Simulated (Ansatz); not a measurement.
# Single-point calculation, with input and output: Al63As (part 2 of 2)

Al63As (defect cell, 64 atoms in the cell); DFT PBE, scalar-relativistic, plane waves, PAW, spin-polarised (Ansatz 0.2.0); cutoff 420 eV, 2×2×2 k-mesh, Gaussian smearing of 0.05 eV, collinear spins. The structure derives from a Materials Project entry.

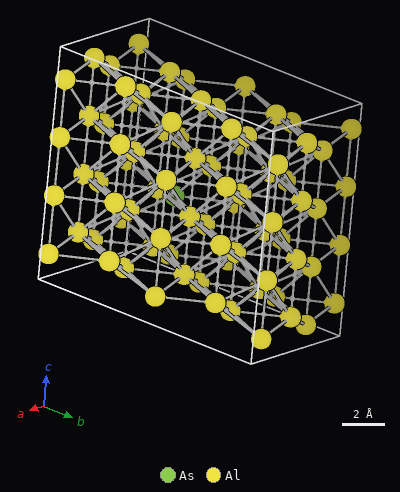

**Figure 1.** The structure (ball-and-stick view of the cell of the calculation, seen slightly off an axis). An atom can appear more than once, as a periodic image.

Output, continued:
```
--- Forces (eV/Å), atoms counted from 1 ---
  atom   1  As     0.00020592     0.00654694    -0.00228204
  atom   2  Al     0.00147870     0.00433102     0.00498896
  atom   3  Al     0.00209983     0.00910399    -0.00488797
  atom   4  Al     0.00471969    -0.00053661    -0.00509796
  atom   5  Al    -0.00005152    -0.03438462    -0.01461957
  atom   6  Al    -0.03456607    -0.01993813    -0.02023483
  atom   7  Al    -0.00337108     0.01281755    -0.00591351
  atom   8  Al     0.00763193    -0.02272740     0.03232880
  atom   9  Al     0.00508578    -0.00993984    -0.00112135
  atom  10  Al    -0.00079771    -0.01483523     0.00962603
  atom  11  Al    -0.00663156    -0.00291684     0.00735203
  atom  12  Al    -0.02660931     0.00958851     0.02007247
  atom  13  Al     0.02617538     0.01561525     0.00309650
  atom  14  Al    -0.02302152    -0.00924767     0.00427667
  atom  15  Al     0.01830314    -0.01414356    -0.00438891
  atom  16  Al     0.00289519    -0.00373632    -0.00100936
  atom  17  Al     0.01182455    -0.01494937    -0.00294302
  atom  18  Al     0.01714338     0.02172788     0.00870287
  atom  19  Al     0.02220567     0.01533271    -0.00937697
  atom  20  Al     0.01390865    -0.00001794     0.00582635
  atom  21  Al     0.01104120    -0.03613349    -0.00590370
  atom  22  Al    -0.02157838    -0.00251812    -0.00775215
  atom  23  Al    -0.01765971    -0.00756676     0.00542131
  atom  24  Al     0.00125825     0.02251031     0.01239978
  atom  25  Al     0.00808893     0.00817173    -0.00230521
  atom  26  Al    -0.00608655     0.01316197     0.01986848
  atom  27  Al    -0.00423671    -0.01491028     0.01377128
  atom  28  Al    -0.00527057     0.01442785     0.00676910
  atom  29  Al    -0.00588358     0.00609480     0.01359929
  atom  30  Al    -0.00673231     0.00110456     0.00585258
  atom  31  Al    -0.01536870     0.01713450     0.00219360
  atom  32  Al     0.02725065     0.02069833    -0.00658330
  atom  33  Al     0.01141130    -0.01554898     0.01006811
  atom  34  Al    -0.02728413     0.00701409     0.00404308
  atom  35  Al    -0.00579864     0.02764433     0.01774747
  atom  36  Al    -0.02656123     0.01243585     0.00443287
  atom  37  Al     0.01760171    -0.00134107    -0.01077129
  atom  38  Al     0.01884390    -0.01070304    -0.01179086
  atom  39  Al    -0.00815765     0.01161526     0.00206380
  atom  40  Al    -0.00145983     0.00692194    -0.01616679
  atom  41  Al    -0.01577601     0.00745520    -0.00816701
  atom  42  Al     0.04811035    -0.04336697     0.00915389
  atom  43  Al     0.00502367     0.00195624    -0.00636822
  atom  44  Al     0.00393857    -0.00647298    -0.00862145
  atom  45  Al    -0.00378562    -0.01810283     0.00122028
  atom  46  Al    -0.00837113     0.00727922    -0.01661969
  atom  47  Al    -0.01159069    -0.01762633     0.01936337
  atom  48  Al     0.01502461     0.00351623     0.01238286
  atom  49  Al    -0.02479590    -0.00857244     0.00003372
  atom  50  Al     0.01795169     0.00428263    -0.02224309
  atom  51  Al     0.01957475     0.01774189     0.00764432
  atom  52  Al    -0.01682832     0.01413182     0.00421692
  atom  53  Al    -0.00546639    -0.04317015     0.00318106
  atom  54  Al     0.00596967    -0.00213626     0.00346718
  atom  55  Al    -0.03908109     0.01880917    -0.03481641
  atom  56  Al    -0.01652664     0.03099887     0.00466977
  atom  57  Al     0.00320069    -0.00235306    -0.02711101
  atom  58  Al     0.00835534     0.00484211    -0.01071510
  atom  59  Al     0.02121936     0.00401057     0.00502144
  atom  60  Al    -0.01051035    -0.01321970    -0.01681087
  atom  61  Al    -0.00298675     0.00739601    -0.00685566
  atom  62  Al     0.00392704     0.00763191     0.00081533
  atom  63  Al     0.03665269     0.00215497    -0.01057754
  atom  64  Al    -0.01527695    -0.00509007     0.01638298
  max |Σ_I F_I| component: 4.32e-7 eV/Å
--- Band table (eV; the first three rows and the last of 16) ---
  k-point 0 ↑: bands = ["-28.1598", "-28.1596", "-28.1550", "-28.1550", "-28.1526", "-4.2888", "-2.8953", "-1.5892", "-1.5816", "-1.5810", "-1.4385", "-1.2294", "-1.2104", "-1.2062", "-1.1929", "-1.1902", "-1.1871", "-1.1750", "-0.3792", "-0.0740", "-0.0709", "-0.0213", "0.6920", "1.3943", "1.5225", "1.6700", "1.7092", "1.7318", "1.8210", "1.8299", "1.8404", "1.8418", "1.8502", "1.8529", "1.8597", "1.8609", "1.8679", "1.8723", "1.8852", "1.8854", "2.5860", "2.7565", "2.8511", "2.8935", "2.9177", "2.9263", "2.9406", "2.9737", "2.9785", "2.9930", "3.0187", "3.0662", "3.9214", "3.9635", "3.9740", "4.0240", "4.1400", "4.1451", "4.1962", "4.3474", "4.4272", "4.5122", "4.5803", "4.6483", "4.7038", "4.7187", "4.7765", "4.7868", "4.8064", "4.8082", "4.8190", "4.8520", "4.8556", "4.8594", "4.8625", "4.8714", "6.4518", "6.6299", "6.9378", "7.1020", "7.1734", "7.2680", "7.4315", "7.4731", "7.5604", "7.5614", "7.7181", "7.7245", "7.7346", "7.7386", "7.7443", "7.7501", "7.7530", "7.7557", "7.7567", "7.7592", "7.7634", "7.7681", "7.7892", "7.8037", "7.8098", "7.8136", "7.8207", "7.8291", "7.8331", "7.8383", "8.1111", "8.2586", "8.3511", "8.3752", "8.4754", "8.4909", "8.5260", "8.5288", "8.5333", "8.5465", "8.5544", "8.5711", "8.9724", "9.1737", "9.2520", "9.2860", "9.2948", "9.3121", "9.3293", "9.3358", "9.3819", "9.4067", "9.8675", "9.9123", "9.9625", "10.0847", "10.0891", "10.1226", "10.1301", "10.1472", "10.1940", "10.2742", "10.3530", "10.3732", "10.5156", "10.5622", "10.6804", "10.7334", "10.7745", "10.7870", "10.7924", "10.8022", "10.8172", "10.8218", "10.8238", "10.8290", "10.8457", "10.8629", "10.8662", "10.8729", "11.1420", "11.1561", "11.2134", "11.2151", "11.4190", "11.6044", "11.6428", "11.6630", "11.6710", "11.6857", "11.7132"]
  k-point 1 ↑: bands = ["-28.1598", "-28.1596", "-28.1550", "-28.1550", "-28.1526", "-4.2754", "-2.7332", "-2.4474", "-1.5945", "-1.5820", "-1.5802", "-1.3970", "-1.2118", "-1.1930", "-1.1781", "-0.6638", "-0.0994", "-0.0984", "-0.0584", "-0.0557", "-0.0434", "-0.0322", "-0.0264", "0.2620", "0.3154", "0.9629", "1.4180", "1.4215", "1.4968", "1.6231", "1.7317", "1.7532", "1.8206", "1.8532", "1.8540", "1.8567", "1.8658", "2.4935", "2.7975", "2.8334", "2.8788", "2.9678", "2.9842", "2.9979", "3.0131", "3.1298", "3.1408", "3.2442", "3.2511", "3.2983", "3.3102", "3.3316", "3.3369", "3.3378", "3.3425", "3.4199", "3.4855", "4.1103", "4.2376", "4.3347", "4.3714", "4.3728", "4.4614", "4.4695", "4.4770", "4.6701", "4.7121", "4.7464", "4.7909", "5.6068", "5.7485", "5.8811", "6.1254", "6.1837", "6.2663", "6.3723", "6.3768", "6.3866", "6.3877", "6.3892", "6.4018", "6.6966", "6.7222", "6.8369", "6.8986", "6.9116", "6.9262", "7.1762", "7.1865", "7.3366", "7.3409", "7.4104", "7.4510", "7.4989", "7.5107", "7.5394", "7.6372", "7.6597", "7.7213", "7.7927", "7.7963", "7.8104", "7.8139", "7.8149", "7.8177", "7.8202", "7.8270", "7.9623", "8.0303", "8.0484", "8.0578", "8.3020", "8.3884", "8.4267", "8.4650", "8.4799", "8.4822", "8.5039", "8.5045", "8.9981", "9.1332", "9.1643", "9.2768", "9.2803", "9.2846", "9.2880", "9.2932", "9.9009", "10.1120", "10.1259", "10.1510", "10.2016", "10.2261", "10.2357", "10.3605", "10.4754", "10.5995", "10.6430", "10.6550", "10.7780", "10.8313", "10.8517", "10.8581", "11.0188", "11.0769", "11.3659", "11.3754", "11.3907", "11.3924", "11.4049", "11.4201", "11.4258", "11.5548", "11.5970", "11.6216", "11.6982", "11.9316", "11.9668", "12.0464", "12.0507", "12.0726", "12.0940", "12.0967", "12.1008", "12.1256", "12.2079", "12.2329"]
  k-point 2 ↑: bands = ["-28.1598", "-28.1596", "-28.1550", "-28.1550", "-28.1526", "-4.2709", "-2.6405", "-2.4149", "-1.8849", "-1.8675", "-1.8610", "-1.4437", "-1.1133", "-0.8647", "-0.3680", "-0.3586", "-0.3421", "-0.3307", "-0.3175", "0.0366", "0.3557", "0.3682", "0.4291", "0.4351", "0.4372", "0.4403", "0.4472", "1.0333", "1.1443", "1.4820", "1.7608", "1.8574", "1.9069", "1.9395", "1.9417", "1.9477", "1.9485", "1.9570", "1.9633", "2.4567", "2.5685", "2.6061", "2.6414", "2.6845", "2.6911", "2.6989", "2.7079", "3.6923", "3.8798", "3.8877", "4.0206", "4.1200", "4.1314", "4.1446", "4.1531", "4.1617", "4.1815", "4.1893", "4.2150", "4.5782", "4.6406", "4.7084", "4.7769", "4.8183", "4.8406", "4.8464", "4.8549", "4.8621", "4.8802", "4.9221", "4.9342", "5.4702", "5.5760", "5.7029", "5.7178", "5.7269", "5.7911", "6.1695", "6.2599", "6.3249", "6.3761", "6.4083", "6.4591", "6.4766", "6.5107", "6.5272", "6.5365", "6.7745", "6.9239", "6.9514", "6.9793", "7.0034", "7.0570", "7.0894", "7.1088", "7.1413", "7.1648", "7.1811", "7.1854", "7.8288", "7.8730", "8.0402", "8.0496", "8.3665", "8.4262", "8.4550", "8.5202", "8.6059", "8.6090", "8.6373", "8.6790", "8.7675", "8.7828", "8.7863", "8.8175", "8.9067", "8.9143", "8.9825", "8.9917", "9.1357", "9.1936", "9.2321", "9.2354", "9.2719", "9.2785", "9.3957", "9.3982", "9.4995", "9.5173", "9.5505", "9.5826", "10.2143", "10.3135", "10.3687", "10.4256", "10.6510", "10.7246", "10.8190", "10.8979", "10.9079", "10.9739", "11.0027", "11.0390", "11.0425", "11.0626", "11.0733", "11.0801", "11.2738", "11.3358", "11.3719", "11.4338", "11.4413", "11.4443", "11.4541", "11.4726", "11.5044", "11.5793", "11.7497", "11.8338", "12.0907", "12.2811", "12.3098", "12.3477", "12.4670", "12.4762", "12.4800", "12.4971"]
  k-point 7 ↓: bands = ["-28.1598", "-28.1596", "-28.1550", "-28.1550", "-28.1526", "-4.2664", "-2.3660", "-2.3492", "-2.3402", "-2.0952", "-1.9744", "-1.4278", "-0.4709", "-0.4481", "-0.4441", "-0.4420", "-0.4266", "-0.4182", "-0.4150", "0.1182", "0.6344", "0.6563", "0.7030", "0.7072", "0.7224", "0.7237", "0.7447", "0.9288", "1.0263", "1.0495", "1.0530", "1.0908", "1.0956", "1.1156", "1.1190", "1.9290", "2.0090", "2.1941", "2.2071", "2.2087", "2.2272", "2.2282", "2.2292", "3.3330", "3.5324", "3.5957", "3.7349", "3.8141", "3.9341", "3.9527", "4.0076", "4.0588", "4.0658", "4.1163", "4.2065", "4.4930", "4.6657", "4.7398", "4.7779", "4.8301", "4.8445", "4.8493", "4.8515", "4.8660", "5.0938", "5.1433", "5.1760", "5.1882", "5.3775", "5.4041", "5.4204", "5.4390", "5.5017", "5.5860", "5.5891", "5.5968", "5.6160", "5.6171", "5.6197", "5.6229", "5.6571", "5.6671", "5.6821", "5.8608", "5.8937", "5.9581", "5.9620", "6.5513", "6.5656", "6.5899", "6.6969", "6.6985", "6.7104", "6.7161", "6.7263", "6.8088", "6.9321", "7.8343", "7.9403", "7.9934", "8.0143", "8.1319", "8.1447", "8.1655", "8.1679", "8.4242", "8.4404", "8.6386", "8.6519", "8.6587", "8.6656", "8.6691", "8.6729", "9.0202", "9.0636", "9.2364", "9.2752", "9.4449", "9.4612", "9.5013", "9.6161", "9.6342", "9.6748", "9.8703", "9.8937", "9.9008", "9.9036", "9.9113", "9.9287", "10.0149", "10.0478", "10.0593", "10.1036", "10.3338", "10.3918", "10.5137", "10.5192", "10.5572", "10.6310", "10.6532", "10.6611", "10.6755", "10.6762", "10.6867", "10.8824", "11.0919", "11.1648", "11.2207", "11.2417", "11.2627", "11.3559", "11.3733", "11.4120", "11.4949", "11.5499", "11.5586", "11.6257", "11.6332", "11.6375", "11.6650", "11.6773", "12.0773", "12.1714", "12.2671", "12.2738", "12.2970", "12.3043"]
--- Löwdin populations: 64 sites ---
  site symbol       q [e]    m [muB]
     0     As     15.0156     0.0000
     1     Al      2.9578     0.0000
     2     Al      2.9519     0.0000
     3     Al      2.9576     0.0000
     4     Al      2.9508     0.0000
     5     Al      2.9528    -0.0000
     6     Al      2.9574     0.0000
     7     Al      2.9452     0.0000
     8     Al      2.9296    -0.0000
     9     Al      2.9455     0.0000
    10     Al      2.9556    -0.0000
    11     Al      2.9529     0.0000
    12     Al      2.9492    -0.0000
    13     Al      2.9530     0.0000
    14     Al      2.9553     0.0000
    15     Al      2.9522     0.0000
    16     Al      2.9560     0.0000
    17     Al      2.9502    -0.0000
    18     Al      2.9519     0.0000
    19     Al      2.9468     0.0000
    20     Al      2.9514     0.0000
    21     Al      2.9498    -0.0000
    22     Al      2.9567    -0.0000
    23     Al      2.9567     0.0000
    24     Al      2.9529    -0.0000
    25     Al      2.9530     0.0000
    26     Al      2.9493    -0.0000
    27     Al      2.9529     0.0000
    28     Al      2.9547    -0.0000
    29     Al      2.9526     0.0000
    30     Al      2.9504    -0.0000
    31     Al      2.9518     0.0000
    32     Al      2.9480     0.0000
    33     Al      2.9580     0.0000
    34     Al      2.9584     0.0000
    35     Al      2.9497     0.0000
    36     Al      2.9484     0.0000
    37     Al      2.9493     0.0000
    38     Al      2.9530     0.0000
    39     Al      2.9565     0.0000
    40     Al      2.9570     0.0000
    41     Al      2.9493     0.0000
    42     Al      2.9525     0.0000
    43     Al      2.9525     0.0000
    44     Al      2.9522     0.0000
    45     Al      2.9516     0.0000
    46     Al      2.9527     0.0000
    47     Al      2.9515     0.0000
    48     Al      2.9521     0.0000
    49     Al      2.9502     0.0000
    50     Al      2.9568     0.0000
    51     Al      2.9500     0.0000
    52     Al      2.9569     0.0000
    53     Al      2.9569     0.0000
    54     Al      2.9528     0.0000
    55     Al      2.9541     0.0000
    56     Al      2.9534     0.0000
    57     Al      2.9533     0.0000
    58     Al      2.9535     0.0000
    59     Al      2.9518     0.0000
    60     Al      2.9512     0.0000
    61     Al      2.9529     0.0000
    62     Al      2.9564     0.0000
    63     Al      2.9501     0.0000
  spilling = 0.014642 (of n_electrons = 204.000000)
--- Bader charges: 64 sites ---
  site symbol  charge [e]  shift [e]    m [muB]
     0     As     -1.2766     0.0046     0.0000
     1     Al     -0.0110     0.0000     0.0000
     2     Al      0.0166     0.0000     0.0000
     3     Al     -0.0105     0.0000     0.0000
     4     Al      0.0035     0.0000     0.0000
     5     Al      0.1011     0.0006     0.0000
     6     Al      0.0048     0.0000     0.0000
     7     Al      0.0227     0.0000     0.0000
     8     Al      0.0534     0.0000     0.0000
     9     Al      0.0215     0.0000     0.0000
    10     Al      0.0835     0.0005     0.0000
    11     Al      0.0006     0.0000     0.0000
    12     Al      0.0119     0.0000     0.0000
    13     Al      0.0004     0.0000     0.0000
    14     Al      0.0144     0.0000     0.0000
    15     Al      0.0070     0.0000     0.0000
    16     Al      0.0130     0.0000     0.0000
    17     Al      0.1183     0.0006     0.0000
    18     Al      0.0024     0.0000     0.0000
    19     Al      0.0192     0.0000     0.0000
    20     Al      0.0035     0.0000     0.0000
    21     Al      0.0137     0.0000     0.0000
    22     Al      0.0880     0.0005     0.0000
    23     Al      0.0069     0.0000     0.0000
    24     Al      0.1061     0.0006     0.0000
    25     Al      0.0006     0.0000     0.0000
    26     Al      0.0115     0.0000     0.0000
    27     Al      0.0002     0.0000     0.0000
    28     Al      0.0934     0.0005     0.0000
    29     Al      0.0074     0.0000     0.0000
    30     Al      0.0111     0.0000     0.0000
    31     Al      0.0020     0.0000     0.0000
    32     Al      0.0647     0.0002     0.0000
    33     Al     -0.0009     0.0000     0.0000
    34     Al     -0.0019     0.0000     0.0000
    35     Al      0.0052     0.0000     0.0000
    36     Al      0.0674     0.0002     0.0000
    37     Al      0.0625     0.0002     0.0000
    38     Al      0.0157     0.0000     0.0000
    39     Al     -0.0064     0.0000     0.0000
    40     Al     -0.0073     0.0000     0.0000
    41     Al      0.0543     0.0001     0.0000
    42     Al      0.0064     0.0000     0.0000
    43     Al      0.0066     0.0000     0.0000
    44     Al      0.0072     0.0000     0.0000
    45     Al      0.0089     0.0000     0.0000
    46     Al      0.0039     0.0000     0.0000
    47     Al      0.0041     0.0000     0.0000
    48     Al      0.0024     0.0000     0.0000
    49     Al      0.0590     0.0002     0.0000
    50     Al     -0.0089     0.0000     0.0000
    51     Al      0.0045     0.0000     0.0000
    52     Al     -0.0071     0.0000     0.0000
    53     Al     -0.0073     0.0000     0.0000
    54     Al      0.0159     0.0000     0.0000
    55     Al      0.0124     0.0000     0.0000
    56     Al      0.0135     0.0000     0.0000
    57     Al      0.0058     0.0000     0.0000
    58     Al      0.0054     0.0000     0.0000
    59     Al      0.0079     0.0000     0.0000
    60     Al      0.0091     0.0000     0.0000
    61     Al      0.0030     0.0000     0.0000
    62     Al     -0.0070     0.0000     0.0000
    63     Al      0.0608     0.0002     0.0000
  estimated error of the sums over rays = 8.2e-4 e
```

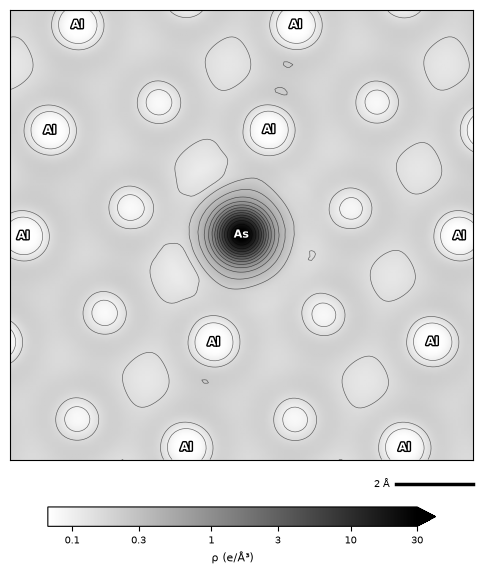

**Figure 2.** Valence pseudo-density on the (101̄) plane of the calculation cell. The section cuts through As and Al sites. Al–Al (2.81 Å): ρ is about 0.21 e/Å³ halfway. Al–As (2.80 Å): the density is about 0.25 e/Å³ at the midpoint. Al–Al (2.82 Å): the density is about 0.21 e/Å³ at the midpoint. Al–As (2.86 Å): the density is about 0.22 e/Å³ at the midpoint. Away from the nuclei the density in this plane falls to 0.11 e/Å³ at its lowest. Core electrons are frozen (PAW), so the fields are smoothed inside the atomic spheres.

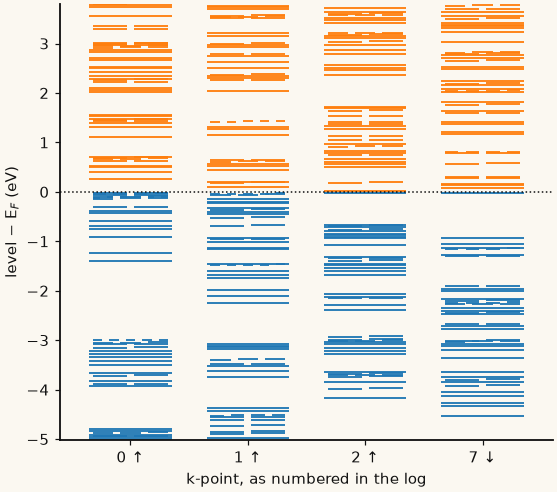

**Figure 3.** Kohn–Sham levels near the Fermi level (dotted) at the few k-points that the log prints; levels within 0.02 eV of each other stand side by side. The system is metallic on the full mesh.

Key numbers:

```csv
quantity,value
outcome,converged
electrons treated,204
free energy,−38715.4131 eV
Fermi energy,7.858 eV
gap on the k-point mesh,none (metallic)
net moment of the cell,0.00 μB
integrated absolute moment,0.00 μB
largest force (length of the vector),0.065 eV/Å
hardware,"4 threads of Arm Neoverse V2, 24 GiB of memory available, shared host"
wall time,4.4 min (CPU time 18 min)
peak memory,5.3 GiB
```

Notes:

The program warns: some starting moments were not kept.
